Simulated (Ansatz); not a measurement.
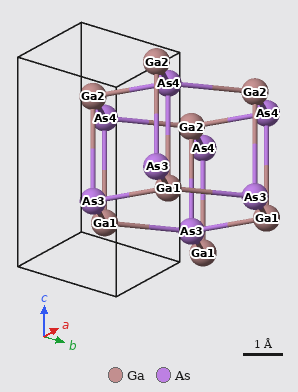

Starting structure of solid GaAs (built on the h-MgO (five-fold) type). The picture is a ball-and-stick view of the cell of the calculation, repeated 2 × 2 × 1 with one cell outlined, seen from a free direction.

These are results of Ansatz 0.2.0, DFT, r2SCAN+rVV10, plane waves, PAW, not measurements.

Input file:
```yaml
crystal:
  lattice:
    - [4.2686121554, 0.0, 0.0]
    - [-2.1343060777, 3.6967265655, 0.0]
    - [0.0, 0.0, 5.6339616743]
  atoms:
    - { symbol: Ga, position: [0.3333333333, 0.6666666667, 0.25] }
    - { symbol: Ga, position: [0.6666666667, 0.3333333333, 0.75] }
    - { symbol: As, position: [0.6666666667, 0.3333333333, 0.25] }
    - { symbol: As, position: [0.3333333333, 0.6666666667, 0.75] }
kpoints:
  mp_grid: { grid: [6, 6, 4] }
hamiltonian:
  xc: r2scan
  dispersion: rvv10
scf:
  occupations: { method: fermi_dirac, width: 0.03 }
relax:
  f_tol: 0.01
  cell: {}
  max_steps: 120
```

Run as
```bash
ansatz run input.yaml --threads 2 --pin off --max-ram 2211MiB --backend cpu --events-out ev --progress --plain --runs-dir out
```

Predict the outcome.

Answer. The energy falls by 7.4 meV per cell of the calculation in 3 accepted moves (4 points after the start). All forces vanish by symmetry, so only the cell relaxes. Pressure: −0.18 GPa at the start and −0.03 GPa at the end. At 1 point the geometry stayed and the basis and grid were re-selected for the new cell (energy shift of 0.1 meV per cell of the calculation at most each time). The atoms keep their places relative to the cell (all moves are under 0.005 Å). The drawn cell changes as follows: a = b 4.269 → 4.238 Å (−0.7 %), c 5.634 → 5.730 Å (+1.7 %); the volume changes by +0.3 %. Among the contacts that change: Ga1–As4 2.817 → 2.865 Å, Ga1–As3 2.464 → 2.447 Å. The space group stays P6_3/mmc (No. 194).

Step by step:

| step | E − E(0), meV/atom | pressure, GPa | volume, Å³/atom | note |
| --- | --- | --- | --- | --- |
| 0 | 0.00 | -0.18 | 22.226 |  |
| 1 | -1.31 | -0.28 | 22.308 |  |
| 2 | -1.69 | 0.41 | 22.149 |  |
| 3 | -1.82 | -0.03 | 22.283 |  |
| 4 | -1.84 | -0.03 | 22.283 | same geometry, new basis |

Final geometry:

```
CELL_PARAMETERS angstrom
4.23831 0.00000 0.00000
-2.11916 3.67049 0.00000
0.00000 0.00000 5.72955
ATOMIC_POSITIONS crystal
Ga 0.33333 0.66667 0.25000
Ga 0.66667 0.33333 0.75000
As 0.66667 0.33333 0.25000
As 0.33333 0.66667 0.75000
```

After the run, drawn alike:

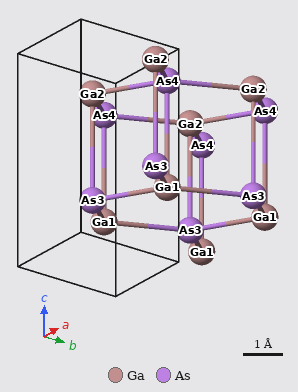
